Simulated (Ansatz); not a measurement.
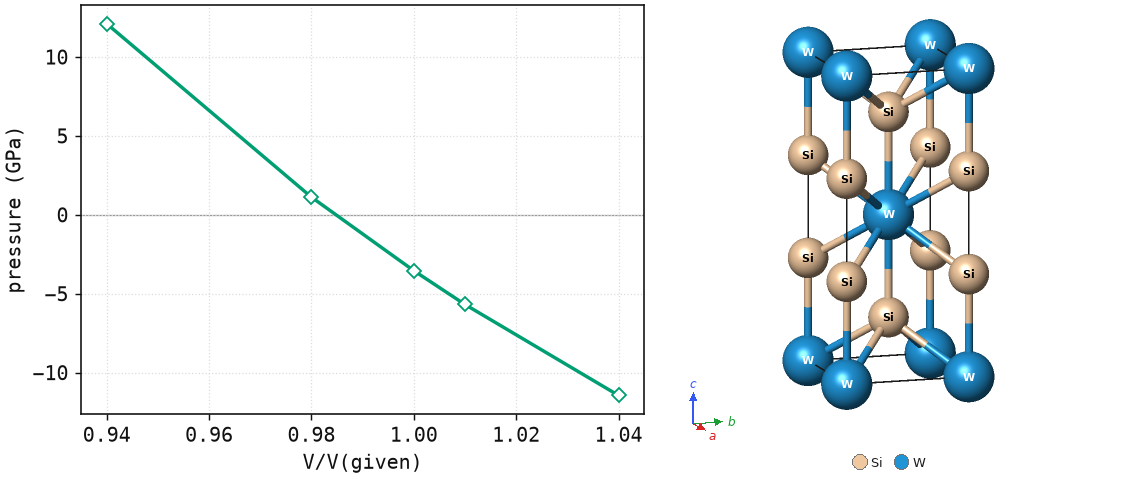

Plotted: pressure against V/V(given) for Si₂W, space group I4/mmm (No. 139). The conventional cell is drawn beside the plot.

Starting cell:
```cif
data_structure
_symmetry_space_group_name_H-M 'P 1'
_symmetry_Int_Tables_number 1
_cell_length_a 4.5478
_cell_length_b 4.5478
_cell_length_c 4.5478
_cell_angle_alpha 138.641
_cell_angle_beta 138.641
_cell_angle_gamma 59.923
_cell_volume 40.65
loop_
_atom_site_label
_atom_site_type_symbol
_atom_site_fract_x
_atom_site_fract_y
_atom_site_fract_z
_atom_site_occupancy
Si1 Si 0.33300 0.33300 0.00000 1
Si2 Si 0.66700 0.66700 0.00000 1
W1 W 0.00000 0.00000 0.00000 1
```

Method: periodic Kohn-Sham DFT of a crystal at fixed atoms, scaled to the stated factor times the given cell; pressure positive in compression (Ansatz 0.2.0). Level: PBEsol.

method frozen-core PAW; relativity scalar; k mesh 18×18×18; occupations Fermi–Dirac; smearing width 0.03 eV; wave cutoff 420 eV; PAW set soft_2.

V(given) is 13.55 Å³/atom.

From this curve and the settings, what does the calculation give for the largest field gradient Vzz at the same points?

The largest field gradient Vzz rises from −16.493 1e21 V/m² at V/V(given) 0.94 to −13.845 1e21 V/m² at 1.04.

```csv
V/V(given),largest field gradient Vzz (1e21 V/m²)
0.94,-16.493
0.98,-15.336
1.00,-14.801
1.01,-14.550
1.04,-13.845
```

Limits of the calculation: PAW files made with PBE; field gradient without spin-orbit coupling on heavy atoms; no gap: field gradients move with the k mesh; no spin-orbit coupling on heavy atoms; shape and atomic fractions are frozen while scaling, which makes layered, chain and framework solids too stiff.
